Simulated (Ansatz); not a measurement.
## What a change does: geometry relaxation on W

System: W (slab, 5 atoms in the cell).
Method of the first run: DFT, PBEsol, plane waves, PAW, no spin polarisation (Ansatz 0.2.0).

The structure derives from an entry of the Crystallography Open Database. The input holds or restrains some coordinates. Forces given for the steps count only the free coordinates. Text and figures count atoms from 1; the logs count them from 0 in places.

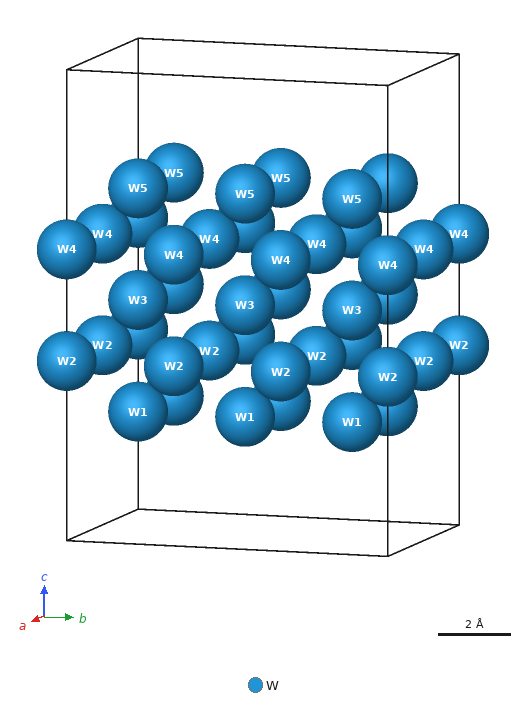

Figure 1. The input geometry (spheres-only view of the 2 × 3 repeat of the cell, with the vacuum cut short, seen slightly off an axis; atoms are numbered from 1 in the order of the input). An atom can appear more than once, as a periodic image.

## Input file, the first run
```yaml
crystal:
  lattice:
    - [3.1543602768, 0.0, 0.0]
    - [0.0, 3.1543602768, 0.0]
    - [0.0, 0.0, 23.3087205537]
  atoms:
    - { symbol: W, position: [0.5, 0.5, 0.3646703808] }
    - { symbol: W, position: [0.0, 0.0, 0.4323351904] }
    - { symbol: W, position: [0.5, 0.5, 0.5] }
    - { symbol: W, position: [0.0, 0.0, 0.5676648096] }
    - { symbol: W, position: [0.5, 0.5, 0.6353296192] }
basis:
  ecutwfc: 420
kpoints:
  mp_grid: { grid: [9, 9, 1] }
hamiltonian:
  xc: pbesol
scf:
  occupations: { method: gaussian, width: 0.1 }
  mixing: { preconditioner: resta }
output:
  forces: true
  eigenvalues: true
relax:
  adjacent_minimum: "off"
  f_tol: 0.03
  max_steps: 70
  constraints: [{ sites: [0, 1] }]
efield:
  axis: 3
  dipole_correction: true
  ramp_width: 0.04
```

Launched with:
```bash
ansatz run input.yaml --threads 2 --pin off --max-ram 5120MiB --backend cpu --events-out ev --progress --plain --runs-dir out
```

Hardware: 2 threads of Intel Xeon @ 2.50GHz (Skylake/Cascade Lake), 32 GiB of memory available, shared host.

## Output, shortened to warnings, some set-up lines, iterations and results (the first run)
```
Basis set: ecut = 420 eV, 4589 PW (Γ), exchange–correlation on 48×48×320 points (8 copies of the dense FFT grid, shifted against one another)
Symmetry: 8 space group operations
k-points: 15 of 81
Initial density: superposition of atomic densities (neutral atoms: chi_scale 0, normalization atom), corrected by the library's trained network
[...]
SCF iter   1: F=—  HF=-51277.090018 eV  |F-HF|=—  |Δ(HF+E_count)|=         —  Δρ=6.51e-3  dr2=3.13e-1  ethr=1.77e-3  p=0.000 e·Å  D=9.20e-14 V/Å  ΔV_dip=-0.00 eV  …
SCF iter   2: F=—  HF=-51277.600851 eV  |F-HF|=—  |Δ(HF+E_count)|=   5.11e-1  Δρ=2.06e-2  dr2=1.00e1  ethr=4.47e-4  p=0.000 e·Å  D=5.71e-5 V/Å  ΔV_dip=-0.00 eV  …
SCF iter   3: F=—  HF=-51277.136498 eV  |F-HF|=—  |Δ(HF+E_count)|=   4.64e-1  Δρ=8.86e-3  dr2=1.18e0  ethr=4.47e-4  p=-0.000 e·Å  D=-1.08e-4 V/Å  ΔV_dip=0.00 eV  …
SCF iter   4: F=—  HF=-51277.057463 eV  |F-HF|=—  |Δ(HF+E_count)|=   7.90e-2  Δρ=2.40e-3  dr2=2.10e-1  ethr=4.47e-4  p=0.003 e·Å  D=2.72e-3 V/Å  ΔV_dip=-0.06 eV  …
SCF iter   5: F=—  HF=-51277.085265 eV  |F-HF|=—  |Δ(HF+E_count)|=   2.78e-2  Δρ=6.03e-3  dr2=2.66e0  ethr=3.00e-4  p=-0.013 e·Å  D=-1.05e-2 V/Å  ΔV_dip=0.25 eV  …
[... 54 lines ...]
SCF iter   8: F=—  HF=-51277.218889 eV  |F-HF|=—  |Δ(HF+E_count)|=   8.05e-5  Δρ=3.48e-5  dr2=9.24e-6  ethr=3.90e-8  p=0.009 e·Å  D=7.28e-3 V/Å  ΔV_dip=-0.17 eV  …
SCF iter   9: F=—  HF=-51277.218889 eV  |F-HF|=—  |Δ(HF+E_count)|=   3.91e-7  Δρ=1.01e-5  dr2=4.36e-7  ethr=1.32e-8  p=0.009 e·Å  D=7.33e-3 V/Å  ΔV_dip=-0.17 eV  …
SCF iter  10: F=-51277.218889 eV  HF=-51277.218889 eV  |F-HF|=3.63e-8  |Δ(HF+E_count)|=   6.13e-9  Δρ=3.17e-6  dr2=4.93e-8  ethr=1.43e-10  p=0.009 e·Å  D=7.34e-3 V/Å  …
SCF 5 converged in 10 iterations: F = -51277.218889 eV  dr2 = 4.93e-8
relax step   5: F+E_penalty+E_count = -51277.21888883 eV  Δ(F+E_penalty+E_count) = -9.457e-4 eV  max|allowed force component| = 4.809e-3 eV/Å  Δτ_max = 0.0163 Å  (10 SCF …
SCF converged after 10 iterations
Stability not checked: this state was not tested for a lower state beside it, because the mixer in use, unlike msr1, does not test its closes by its own steps (another_mixer; see scf.mixing.algorithm and scf.lower_state_search)
Free energy (F): -51277.218889 eV
Harris-Foulkes:  -51277.218889 eV  (|F-HF|=3.63e-8)
Internal energy: -51277.178265 eV  (E = F + TS)
E sigma→0 (E₀):  -51277.198577 eV
Entropy (-TS):   -0.040624 eV (-8.125 meV/atom)
Fermi energy:    4.915133 eV
Dipole field:    D = 0.007388 V/Å  (p = 0.009469 e·Å, saw-weighted, corrected)
Work function:   Φ+ = 4.2116 eV   Φ− = 4.3838 eV
Levels:          The Fermi level and band energies are counted from a zero that moves with the ramp; work functions are not
--- Per-component energies (eV) ---
  E_band       = -1626.173921
  E_kinetic    = 2242.379326
  E_local      = -80745.482840  (includes V_loc(G=0)·N_el)
  E_nonlocal   = 21.783948
  E_hartree    = 39337.729785
  E_xc         = -1318.916080
  E_vxc        = -1183.904090  (∫ρ·V_xc dr)
  E_paw        = -42181.188723  (= ΣΔE_a)
  E_vpaw       = -636.412609  (= ΣTr[D̂ρ^β])
  E_aug_tail   = -0.000303  (compensation charges beyond the density's cutoff)
  E_efield     = 0.000035  (sawtooth field / dipole correction)
  E_vefield    = 0.019713  (∫n·V_field dr)
  E_ewald      = 31365.407626
  E_core_change = 1.108961  (= ΣΔE_core)
  E_smearing   = -0.040624  (= −TS)
  E_closure    = 0.000000  (closes the sum)
  Σ components = -51277.218889   (vs F -51277.218889, Δ=0.00e0)
--- Forces (eV/Å), atoms counted from 1 ---
  atom   1  W      0.00000000    -0.00000000     1.44004862
  atom   2  W     -0.00000000    -0.00000000    -1.43522711
  atom   3  W     -0.00000000     0.00000000    -0.00195378
  atom   4  W      0.00000000    -0.00000000     0.00197388
  atom   5  W     -0.00000000     0.00000000    -0.00480914
  max |Σ_I F_I| component: 3.25e-5 eV/Å
--- Relaxed structure (5 steps of the walk, 5 accepted, 0 SCFs on fresh bases) ---
  F+E_penalty+E_count = -51277.21888883 eV   max|allowed force component| = 4.809e-3 eV/Å
  atoms:
    - { symbol: W, position: [0.49999999999999994, 0.49999999999999994, 0.3646703808000001] }
    - { symbol: W, position: [0.0, 0.0, 0.43233519040000007] }
    - { symbol: W, position: [0.49999999999999994, 0.49999999999999994, 0.4985218965578692] }
    - { symbol: W, position: [7.7197360414509705e-19, -4.884489469518762e-34, 0.5682025182614737] }
    - { symbol: W, position: [0.49999999999999994, 0.49999999999999994, 0.6281218140166719] }
```

For the second run the input was changed thus:
```diff
-  mixing: { preconditioner: resta }
+  write_density: true
+  write_potential: true
+  elf: true
+  volumetric_format: npy
```

Predict how the results change.

Both reach the same energy, so the change doesn't alter the result. The SCF takes 32 iterations over all geometry steps against 54.

## Output, shortened to warnings, some set-up lines, iterations and results (the second run)
```
WARN: The output density's exchange-correlation potential varies sharply where the density is thin. Do not read a vacuum level from v_tot or v_xc, or from such a field of the output density. On a cell that repeats whose density bears no net charge and no dipole along the vacuum's axis use v_es (v_loc + v_h of the components); under efield.dipole_correction with no amplitude use v_es + v_field, …
Basis set: ecut = 420 eV, 4589 PW (Γ), exchange–correlation on 48×48×320 points (8 copies of the dense FFT grid, shifted against one another)
Symmetry: 8 space group operations
k-points: 15 of 81
Initial density: superposition of atomic densities (neutral atoms: chi_scale 0, normalization atom), corrected by the library's trained network
[...]
SCF iter   1: F=—  HF=-51277.089986 eV  |F-HF|=—  |Δ(HF+E_count)|=         —  Δρ=6.51e-3  dr2=3.13e-1  ethr=1.77e-3  p=0.000 e·Å  D=9.20e-14 V/Å  ΔV_dip=-0.00 eV  …
SCF iter   2: F=—  HF=-51277.056737 eV  |F-HF|=—  |Δ(HF+E_count)|=   3.32e-2  Δρ=3.36e-3  dr2=4.78e-2  ethr=4.47e-4  p=0.000 e·Å  D=6.23e-6 V/Å  ΔV_dip=-0.00 eV  …
SCF iter   3: F=—  HF=-51277.055335 eV  |F-HF|=—  |Δ(HF+E_count)|=   1.40e-3  Δρ=1.09e-3  dr2=1.06e-2  ethr=6.83e-5  p=0.000 e·Å  D=2.07e-6 V/Å  ΔV_dip=-0.00 eV  …
SCF iter   4: F=—  HF=-51277.055448 eV  |F-HF|=—  |Δ(HF+E_count)|=   1.12e-4  Δρ=3.78e-4  dr2=6.58e-4  ethr=1.52e-5  p=0.000 e·Å  D=1.46e-6 V/Å  ΔV_dip=-0.00 eV  …
SCF iter   5: F=—  HF=-51277.055471 eV  |F-HF|=—  |Δ(HF+E_count)|=   2.32e-5  Δρ=1.34e-4  dr2=7.94e-5  ethr=9.40e-7  p=0.000 e·Å  D=3.47e-7 V/Å  ΔV_dip=-0.00 eV  …
[... 32 lines ...]
SCF iter   5: F=—  HF=-51277.218808 eV  |F-HF|=—  |Δ(HF+E_count)|=   1.66e-5  Δρ=3.17e-5  dr2=7.58e-6  ethr=1.49e-7  p=0.010 e·Å  D=7.48e-3 V/Å  ΔV_dip=-0.17 eV  …
SCF iter   6: F=—  HF=-51277.218888 eV  |F-HF|=—  |Δ(HF+E_count)|=   8.03e-5  Δρ=9.08e-6  dr2=6.37e-7  ethr=1.08e-8  p=0.010 e·Å  D=7.42e-3 V/Å  ΔV_dip=-0.17 eV  …
SCF iter   7: F=-51277.218888 eV  HF=-51277.218888 eV  |F-HF|=6.44e-9  |Δ(HF+E_count)|=   1.84e-7  Δρ=3.85e-6  dr2=9.55e-8  ethr=1.43e-10  p=0.009 e·Å  D=7.39e-3 V/Å  …
SCF 5 converged in 7 iterations: F = -51277.218888 eV  dr2 = 9.55e-8
relax step   5: F+E_penalty+E_count = -51277.21888833 eV  Δ(F+E_penalty+E_count) = -9.858e-4 eV  max|allowed force component| = 5.411e-3 eV/Å  Δτ_max = 0.0166 Å  (7 SCF …
WARN: The output density's exchange-correlation potential varies sharply where the density is thin. Do not read a vacuum level from v_tot or v_xc, or from such a field of the output density. On a cell that repeats whose density bears no net charge and no dipole along the vacuum's axis use v_es …
SCF converged after 7 iterations
Free energy (F): -51277.218888 eV
Harris-Foulkes:  -51277.218888 eV  (|F-HF|=6.44e-9)
Internal energy: -51277.178262 eV  (E = F + TS)
E sigma→0 (E₀):  -51277.198575 eV
Entropy (-TS):   -0.040626 eV (-8.125 meV/atom)
Fermi energy:    4.915392 eV
Dipole field:    D = 0.007365 V/Å  (p = 0.009439 e·Å, saw-weighted, corrected)
Work function:   Φ+ = 4.2115 eV   Φ− = 4.3832 eV
[...]
```

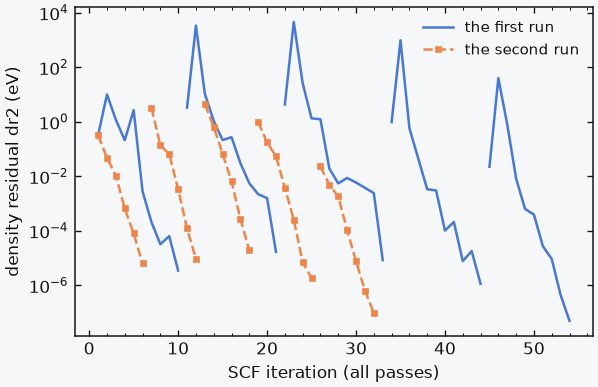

Figure 2. Convergence of the two runs: density residual dr2 against the SCF iteration. A break in a curve parts two SCF passes. The first run takes 54 iterations in all, and the second run takes 32.

## The two runs side by side

| quantity | the first run | the second run |
| --- | --- | --- |
| outcome | converged | converged |
| free energy per atom (eV) | −10255.4438 | −10255.4438 |
| energy per atom, smearing taken to zero (eV) | −10255.4397 | −10255.4397 |
| gap on the mesh (eV) | 0.00 | 0.00 |
| largest force (eV/Å) | 1.440 | 1.440 |
| SCF iterations | 54 | 32 |
| irreducible k-points | 15 | 15 |
| work function (eV) | – | 4.21 |
| wall time (shared host) | 48 s | 36 s |

For both runs: Spin–orbit coupling is left out, which matters for W. For the second run: Warnings: the exchange-correlation potential is rough where the density is thin.
